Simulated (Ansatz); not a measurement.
Geometry relaxation of La₂O₃ (part 2 of 2)

Continued. System: La₂O₃ (5 atoms in the cell). Method: DFT PBE, scalar-relativistic, plane waves, PAW, no spin polarisation (Ansatz 0.2.0); cutoff 420 eV, 12×12×12 k-mesh, Gaussian smearing of 0.02 eV. The structure was made by a generator, so it may or may not be a known phase.

Geometry of the input (Å; fractional positions):
```
-1.7820  3.1344  3.4753
1.7820  -3.1344  3.4753
1.7820  3.1344  -3.4753
La 0.7536  0.5000  0.2536
La 0.2464  0.5000  0.7464
O  0.8073  0.8073  0.0000
O  0.5000  0.0000  0.5000
O  0.1927  0.1927  0.0000
```

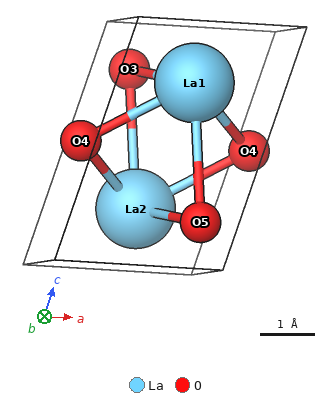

**Figure 1.** The geometry at step 3 of the log (ball-and-stick view of the reduced cell, seen at an oblique angle; atoms are numbered from 1 in the order of the input).

What the program printed, continued
```
SCF iter   1: F=—  HF=-14209.658909 eV  |F-HF|=—  |Δ(HF+E_count)|=         —  Δρ=5.02e-5  dr2=1.28e-7  ethr=6.26e-9  ⟨swp⟩=5.1  Hψ=60482  notcnv=0
preconditioner: auto → none  [insulator: Δε(μ)=0.470 eV  Ē_g=11.857 eV  σ=0.020 eV  W_gap=1.00  n_scr=16 (ndim 8)  ℏωp=25.3 eV  f_vac=0.000  D(μ)=0.00/eV (n_scr^D=0)  ε∞_Penn≈5.5]
SCF iter   2: F=—  HF=-14209.658917 eV  |F-HF|=—  |Δ(HF+E_count)|=   8.37e-6  Δρ=2.61e-5  dr2=7.26e-8  ethr=3.21e-10  ⟨swp⟩=2.0  Hψ=11687  notcnv=0
SCF iter   3: F=—  HF=-14209.658920 eV  |F-HF|=—  |Δ(HF+E_count)|=   2.67e-6  Δρ=1.60e-5  dr2=5.53e-8  ethr=1.82e-10  ⟨swp⟩=2.0  Hψ=11651  notcnv=0
SCF iter   4: F=—  HF=-14209.658921 eV  |F-HF|=—  |Δ(HF+E_count)|=   1.24e-6  Δρ=1.24e-6  dr2=4.62e-10  ethr=1.38e-10  ⟨swp⟩=2.0  Hψ=9615  notcnv=0
SCF iter   5: F=—  HF=-14209.658921 eV  |F-HF|=—  |Δ(HF+E_count)|=   2.59e-9  Δρ=7.71e-7  dr2=3.13e-10  ethr=1.15e-12  ⟨swp⟩=2.0  Hψ=12082  notcnv=0
SCF iter   6: F=-14209.658921 eV  HF=-14209.658921 eV  |F-HF|=3.64e-12  |Δ(HF+E_count)|=  1.64e-10  Δρ=2.06e-7  dr2=1.80e-11  ethr=1.00e-12  ⟨swp⟩=5.9  Hψ=37871  notcnv=0
SCF 5 converged in 6 iterations: F = -14209.658921 eV  dr2 = 1.80e-11
relax step   5: F+E_penalty+E_count = -14209.65892100 eV  Δ(F+E_penalty+E_count) = -6.313e-5 eV  max|allowed force component| = 8.448e-3 eV/Å  Δτ_max = 0.0000 Å  P = -0.017 GPa  Ω = 77.650 Å³  stress off target by 6.76e-2 GPa  SCF on the basis re-selected at this cell (its energy is not comparable with the rows above)  (6 SCF iters)
basis re-selected at this cell: Δ(F+E_penalty+E_count) = -6.313e-5 eV, ΔP = +0.001 GPa vs the last step (what re-selecting the basis moved, of the pressure what is left beyond the Pulay correction that the steps carried, after the strain that the cell walked since its last selection, with what the two solves' SCF thresholds leave and, on support functions, any second-order correction that the steps lacked; it is no measure of the basis error at this ecutwfc). This SCF's stress stands 6.76e-2 GPa from its target on what of the cell is left free (relax.cell.stress_tol is 5.00e-2 GPa) and its largest allowed force component is 8.45e-3 eV/Å (relax.f_tol is 1.00e-2 eV/Å): not within both, so this SCF does not close the relaxation
Crystal: 5 atoms, lattice volume = 77.634 Å³
iter 1 solved again at ethr=3.89e-8 eV; its pass at ethr=3.10e-3 eV (dr2=1.55e-5 eV) is discarded
SCF iter   1: F=—  HF=-14209.658982 eV  |F-HF|=—  |Δ(HF+E_count)|=         —  Δρ=1.67e-4  dr2=1.42e-5  ethr=3.89e-8  ⟨swp⟩=2.7  Hψ=51108  notcnv=0
preconditioner: auto → none  [insulator: Δε(μ)=0.468 eV  Ē_g=11.859 eV  σ=0.020 eV  W_gap=1.00  n_scr=16 (ndim 8)  ℏωp=25.3 eV  f_vac=0.000  D(μ)=0.00/eV (n_scr^D=0)  ε∞_Penn≈5.5]
SCF iter   2: F=—  HF=-14209.658978 eV  |F-HF|=—  |Δ(HF+E_count)|=   3.93e-6  Δρ=1.19e-4  dr2=9.87e-6  ethr=3.56e-8  ⟨swp⟩=2.0  Hψ=12037  notcnv=0
SCF iter   3: F=—  HF=-14209.658976 eV  |F-HF|=—  |Δ(HF+E_count)|=   2.10e-6  Δρ=6.35e-5  dr2=2.36e-6  ethr=2.47e-8  ⟨swp⟩=2.0  Hψ=11857  notcnv=0
SCF iter   4: F=—  HF=-14209.658976 eV  |F-HF|=—  |Δ(HF+E_count)|=   2.19e-7  Δρ=2.76e-5  dr2=4.16e-7  ethr=5.90e-9  ⟨swp⟩=2.0  Hψ=9077  notcnv=0
SCF iter   5: F=—  HF=-14209.658976 eV  |F-HF|=—  |Δ(HF+E_count)|=   1.28e-8  Δρ=1.04e-5  dr2=6.98e-8  ethr=1.04e-9  ⟨swp⟩=2.0  Hψ=9617  notcnv=0
SCF iter   6: F=-14209.658976 eV  HF=-14209.658976 eV  |F-HF|=7.22e-10  |Δ(HF+E_count)|=   5.07e-9  Δρ=2.01e-6  dr2=9.32e-10  ethr=2.86e-11  ⟨swp⟩=6.4  Hψ=46857  notcnv=0
SCF 6 converged in 6 iterations: F = -14209.658976 eV  dr2 = 9.32e-10
relax step   6: F+E_penalty+E_count = -14209.65897616 eV  Δ(F+E_penalty+E_count) = -5.516e-5 eV  max|allowed force component| = 7.686e-3 eV/Å  Δτ_max = 0.0015 Å  P = +0.052 GPa  Ω = 77.634 Å³  energy of the carried Pulay correction = +4.370e-5 eV  (6 SCF iters, dr2 threshold 1.14e-8 eV, accepted)
Crystal: 5 atoms, lattice volume = 77.656 Å³
iter 1 solved again at ethr=6.13e-9 eV; its pass at ethr=3.10e-3 eV (dr2=2.45e-6 eV) is discarded
SCF iter   1: F=—  HF=-14209.658925 eV  |F-HF|=—  |Δ(HF+E_count)|=         —  Δρ=5.57e-5  dr2=2.20e-6  ethr=6.13e-9  ⟨swp⟩=2.5  Hψ=51253  notcnv=0
preconditioner: auto → none  [insulator: Δε(μ)=0.468 eV  Ē_g=11.857 eV  σ=0.020 eV  W_gap=1.00  n_scr=16 (ndim 8)  ℏωp=25.3 eV  f_vac=0.000  D(μ)=0.00/eV (n_scr^D=0)  ε∞_Penn≈5.5]
SCF iter   2: F=—  HF=-14209.658921 eV  |F-HF|=—  |Δ(HF+E_count)|=   3.47e-6  Δρ=5.50e-5  dr2=2.56e-6  ethr=5.51e-9  ⟨swp⟩=2.0  Hψ=12038  notcnv=0
SCF iter   3: F=—  HF=-14209.658921 eV  |F-HF|=—  |Δ(HF+E_count)|=   4.99e-7  Δρ=1.45e-5  dr2=1.29e-7  ethr=5.51e-9  ⟨swp⟩=2.0  Hψ=11226  notcnv=0
SCF iter   4: F=-14209.658921 eV  HF=-14209.658921 eV  |F-HF|=9.17e-9  |Δ(HF+E_count)|=   9.41e-9  Δρ=4.79e-6  dr2=1.54e-8  ethr=4.46e-11  ⟨swp⟩=6.1  Hψ=45963  notcnv=0
SCF 7 converged in 4 iterations: F = -14209.658921 eV  dr2 = 1.54e-8
relax step   7: F+E_penalty+E_count = -14209.65892055 eV  Δ(F+E_penalty+E_count) = +5.561e-5 eV  max|allowed force component| = 1.625e-4 eV/Å  Δτ_max = 0.0002 Å  P = +0.001 GPa  Ω = 77.656 Å³  energy of the carried Pulay correction = -1.900e-5 eV  (4 SCF iters, dr2 threshold 1.78e-8 eV, accepted)
iter 1 solved again at ethr=6.30e-9 eV; its pass at ethr=3.10e-3 eV (dr2=2.52e-6 eV) is discarded
SCF iter   1: F=—  HF=-14209.658934 eV  |F-HF|=—  |Δ(HF+E_count)|=         —  Δρ=5.67e-6  dr2=1.53e-8  ethr=6.30e-9  ⟨swp⟩=5.1  Hψ=60486  notcnv=0
SCF iter   2: F=—  HF=-14209.658930 eV  |F-HF|=—  |Δ(HF+E_count)|=   3.60e-6  Δρ=4.91e-6  dr2=1.59e-8  ethr=3.82e-11  ⟨swp⟩=2.0  Hψ=12610  notcnv=0
SCF iter   3: F=—  HF=-14209.658930 eV  |F-HF|=—  |Δ(HF+E_count)|=   2.15e-9  Δρ=1.87e-6  dr2=1.39e-9  ethr=3.82e-11  ⟨swp⟩=2.0  Hψ=9685  notcnv=0
SCF iter   4: F=—  HF=-14209.658930 eV  |F-HF|=—  |Δ(HF+E_count)|=  8.64e-10  Δρ=5.28e-7  dr2=2.36e-10  ethr=3.47e-12  ⟨swp⟩=2.0  Hψ=10396  notcnv=0
SCF iter   5: F=-14209.658930 eV  HF=-14209.658930 eV  |F-HF|=1.46e-11  |Δ(HF+E_count)|=  1.64e-11  Δρ=2.13e-7  dr2=2.85e-11  ethr=1.00e-12  ⟨swp⟩=6.6  Hψ=39341  notcnv=0
SCF 8 converged in 5 iterations: F = -14209.658930 eV  dr2 = 2.85e-11
relax step   8: F+E_penalty+E_count = -14209.65893030 eV  Δ(F+E_penalty+E_count) = -9.752e-6 eV  max|allowed force component| = 1.744e-4 eV/Å  Δτ_max = 0.0000 Å  P = +0.001 GPa  Ω = 77.656 Å³  stress off target by 2.94e-3 GPa  SCF on the basis re-selected at this cell (its energy is not comparable with the rows above)  (5 SCF iters)
basis re-selected at this cell: Δ(F+E_penalty+E_count) = -9.752e-6 eV, ΔP = -0.000 GPa vs the last step (what re-selecting the basis moved, of the pressure what is left beyond the Pulay correction that the steps carried, after the strain that the cell walked since its last selection, with what the two solves' SCF thresholds leave and, on support functions, any second-order correction that the steps lacked; it is no measure of the basis error at this ecutwfc). This SCF's stress stands 2.94e-3 GPa from its target on what of the cell is left free (relax.cell.stress_tol is 5.00e-2 GPa) and its largest allowed force component is 1.74e-4 eV/Å (relax.f_tol is 1.00e-2 eV/Å): within both
SCF converged after 5 iterations
Free energy (F): -14209.658930 eV
Harris-Foulkes:  -14209.658930 eV  (|F-HF|=1.46e-11)
Internal energy: -14209.658930 eV  (E = F + TS)
E sigma→0 (E₀):  -14209.658930 eV
Fermi energy:    11.775361 eV
--- Per-component energies (eV) ---
  E_band       = 22.600947
  E_kinetic    = 909.969213
  E_local      = -1384.428591  (includes V_loc(G=0)·N_el)
  E_nonlocal   = 337.236944
  E_hartree    = 488.178155
  E_xc         = -502.721476
  E_vxc        = -581.085203  (∫ρ·V_xc dr)
  E_paw        = -11307.953547  (= ΣΔE_a)
  E_vpaw       = -235.454866  (= ΣTr[D̂ρ^β])
  E_aug_tail   = 0.007178  (compensation charges beyond the density's cutoff)
  E_ewald      = -2749.946807
  E_smearing   = -0.000000  (= −TS)
  E_closure    = 0.000000  (closes the sum)
  Σ components = -14209.658930   (vs F -14209.658930, Δ=0.00e0)
--- Forces (eV/Å), atoms counted from 1 ---
  atom   1  La    -0.00000000     0.00001160     0.00000000
  atom   2  La     0.00000000    -0.00001160    -0.00000000
  atom   3  O      0.00000000    -0.00000000     0.00017442
  atom   4  O      0.00000000    -0.00000000     0.00000000
  atom   5  O     -0.00000000     0.00000000    -0.00017442
  max |Σ_I F_I| component: 1.73e-18 eV/Å
--- Stress (GPa, compression-positive) ---
       -0.000434      -0.000000      -0.000000
       -0.000000       0.001472       0.000000
       -0.000000       0.000000       0.002937
  P = ⅓ Tr σ = 0.0013 GPa (0.013 kbar)
--- Band table (eV; the first three rows and the last of 280) ---
  k-point 0: bands = ["-19.9889", "-19.4154", "-6.7972", "-4.8362", "-4.5207", "-3.6176", "-3.2250", "-3.0734", "-2.7316", "-2.6502", "-2.3494", "7.7208", "7.9509", "8.8288", "8.9738", "9.5427", "10.2385", "10.2802", "10.7206", "11.5413", "12.0094", "14.7943", "14.8914", "15.1638", "15.2166"]
  k-point 1: bands = ["-19.9689", "-19.4169", "-6.7482", "-4.9781", "-4.5731", "-3.5289", "-3.2488", "-3.2273", "-2.7864", "-2.6197", "-2.2234", "7.7765", "8.1099", "8.5623", "9.1049", "9.8358", "10.0891", "10.2047", "10.5762", "11.4875", "12.2061", "14.8090", "14.8854", "15.1055", "15.1892"]
  k-point 2: bands = ["-19.9123", "-19.4222", "-6.6510", "-5.2191", "-4.6789", "-3.6395", "-3.3281", "-3.2301", "-3.0070", "-2.6622", "-1.8595", "7.9626", "8.2206", "8.5198", "9.2362", "9.7480", "9.9933", "10.2311", "10.4120", "11.3385", "12.7278", "14.8649", "14.8659", "15.0021", "15.1594"]
  k-point 279: bands = ["-19.8857", "-19.4937", "-7.3750", "-5.9758", "-4.6588", "-3.2397", "-2.7964", "-2.5315", "-2.2325", "-2.0330", "-1.8977", "7.8221", "8.3598", "8.6812", "8.8039", "9.2466", "9.6126", "10.0806", "10.1432", "10.9471", "12.5204", "14.6083", "14.8122", "14.9932", "15.1185"]
--- Relaxed structure (6 steps of the walk, 5 accepted, 2 SCFs on fresh bases) ---
  F+E_penalty+E_count = -14209.65893030 eV   max|allowed force component| = 1.744e-4 eV/Å   (the final SCF, on the basis selected at the relaxed cell)
  cell:  # Å, volume = 77.6558 Å³
    - [-1.7757831820968153, 3.133784400534528, 3.4886296546742765]
    - [1.7757831820968153, -3.133784400534528, 3.4886296546742765]
    - [1.7757831820968153, 3.133784400534528, -3.4886296546742765]
  atoms:
    - { symbol: La, position: [0.7541993558604392, 0.49999999999999994, 0.25419935586043924] }
    - { symbol: La, position: [0.24580064413956082, 0.49999999999999994, 0.7458006441395608] }
    - { symbol: O, position: [0.8081134678203455, 0.8081134678203455, 6.965711042188005e-37] }
    - { symbol: O, position: [0.5, -1.2478908244570766e-20, 0.5] }
    - { symbol: O, position: [0.19188653217965454, 0.19188653217965454, 5.910300278220126e-37] }
```

Trajectory as extended XYZ (Å, eV, eV/Å), 8 frames, from step=1 to step=8
```
5
Lattice="-1.7820 3.1344 3.4753 1.7820 -3.1344 3.4753 1.7820 3.1344 -3.4753" Properties=species:S:1:pos:R:3:forces:R:3 step=1 energy=-14209.65823 pressure_GPa=-0.13
La    0.0000    1.5895    3.4753    0.0000   0.0197   0.0000
La    1.7820    1.5449    0.0000    0.0000  -0.0197   0.0000
O     0.0000    0.0000    5.6109    0.0000   0.0000   0.0157
O     0.0000    3.1344    0.0000    0.0000   0.0000   0.0000
O     0.0000    0.0000    1.3397    0.0000   0.0000  -0.0157
5
Lattice="-1.7757 3.1260 3.4880 1.7757 -3.1260 3.4880 1.7757 3.1260 -3.4880" Properties=species:S:1:pos:R:3:forces:R:3 step=2 energy=-14209.65827 pressure_GPa=0.26 accepted=F
La    0.0000    1.5927    3.4880    0.0000  -0.0726   0.0000
La    1.7757    1.5332    0.0000    0.0000   0.0726   0.0000
O     0.0000    0.0000    5.6303    0.0000   0.0000   0.0664
O     0.0000    3.1260    0.0000    0.0000   0.0000   0.0000
O     0.0000    0.0000    1.3457    0.0000   0.0000  -0.0664
5
Lattice="-1.7789 3.1327 3.4806 1.7789 -3.1327 3.4806 1.7789 3.1327 -3.4806" Properties=species:S:1:pos:R:3:forces:R:3 step=3 energy=-14209.65887 pressure_GPa=0.04
La    0.0000    1.5906    3.4806    0.0000   0.0123   0.0000
La    1.7789    1.5421    0.0000    0.0000  -0.0123   0.0000
O     0.0000    0.0000    5.6215    0.0000   0.0000   0.0138
O     0.0000    3.1327    0.0000    0.0000   0.0000   0.0000
O     0.0000    0.0000    1.3397    0.0000   0.0000  -0.0138
5
Lattice="-1.7766 3.1332 3.4875 1.7766 -3.1332 3.4875 1.7766 3.1332 -3.4875" Properties=species:S:1:pos:R:3:forces:R:3 step=4 energy=-14209.65886 pressure_GPa=-0.02
La    0.0000    1.5929    3.4875    0.0000  -0.0075   0.0000
La    1.7766    1.5403    0.0000    0.0000   0.0075   0.0000
O     0.0000    0.0000    5.6353    0.0000   0.0000   0.0083
O     0.0000    3.1332    0.0000    0.0000   0.0000   0.0000
O     0.0000    0.0000    1.3397    0.0000   0.0000  -0.0083
5
Lattice="-1.7766 3.1332 3.4875 1.7766 -3.1332 3.4875 1.7766 3.1332 -3.4875" Properties=species:S:1:pos:R:3:forces:R:3 step=5 energy=-14209.65892 pressure_GPa=-0.02
La    0.0000    1.5929    3.4875    0.0000  -0.0075   0.0000
La    1.7766    1.5403    0.0000    0.0000   0.0075   0.0000
O     0.0000    0.0000    5.6353    0.0000   0.0000   0.0084
O     0.0000    3.1332    0.0000    0.0000   0.0000   0.0000
O     0.0000    0.0000    1.3397    0.0000   0.0000  -0.0084
5
Lattice="-1.7754 3.1337 3.4886 1.7754 -3.1337 3.4886 1.7754 3.1337 -3.4886" Properties=species:S:1:pos:R:3:forces:R:3 step=6 energy=-14209.65898 pressure_GPa=0.05
La    0.0000    1.5930    3.4886    0.0000   0.0077   0.0000
La    1.7754    1.5407    0.0000    0.0000  -0.0077   0.0000
O     0.0000    0.0000    5.6386    0.0000   0.0000  -0.0018
O     0.0000    3.1337    0.0000    0.0000   0.0000   0.0000
O     0.0000    0.0000    1.3386    0.0000   0.0000   0.0018
5
Lattice="-1.7758 3.1338 3.4886 1.7758 -3.1338 3.4886 1.7758 3.1338 -3.4886" Properties=species:S:1:pos:R:3:forces:R:3 step=7 energy=-14209.65892 pressure_GPa=0.00
La    0.0000    1.5932    3.4886    0.0000   0.0001   0.0000
La    1.7758    1.5406    0.0000    0.0000  -0.0001   0.0000
O     0.0000    0.0000    5.6384    0.0000   0.0000   0.0002
O     0.0000    3.1338    0.0000    0.0000   0.0000   0.0000
O     0.0000    0.0000    1.3388    0.0000   0.0000  -0.0002
5
Lattice="-1.7758 3.1338 3.4886 1.7758 -3.1338 3.4886 1.7758 3.1338 -3.4886" Properties=species:S:1:pos:R:3:forces:R:3 step=8 energy=-14209.65893 pressure_GPa=0.00
La    0.0000    1.5932    3.4886    0.0000   0.0000   0.0000
La    1.7758    1.5406    0.0000    0.0000   0.0000   0.0000
O     0.0000    0.0000    5.6384    0.0000   0.0000   0.0002
O     0.0000    3.1338    0.0000    0.0000   0.0000   0.0000
O     0.0000    0.0000    1.3388    0.0000   0.0000  -0.0002
```

Key numbers

```json
{"quantity": "outcome", "value": "converged"}
{"quantity": "space group (tolerance 0.01 Å)", "value": "Immm (71)"}
{"quantity": "electrons treated", "value": "40"}
{"quantity": "free energy", "value": "−14209.6589 eV"}
{"quantity": "Fermi energy", "value": "11.775 eV"}
{"quantity": "gap on the k-point mesh", "value": "0.47 eV"}
{"quantity": "pressure", "value": "0.00 GPa"}
{"quantity": "final volume", "value": "77.66 Å³"}
{"quantity": "largest force (length of the vector) at the end", "value": "under 0.001 eV/Å"}
{"quantity": "final cell", "value": "a = 5.014 Å, b = 5.014 Å, c = 5.014 Å, α = 138.52°, β = 102.64°, γ = 91.83°"}
{"quantity": "hardware", "value": "1 thread of AMD EPYC (Zen 5), 160 GiB of memory available, shared host"}
{"quantity": "wall time", "value": "1.9 min"}
{"quantity": "peak memory", "value": "0.8 GiB"}
```
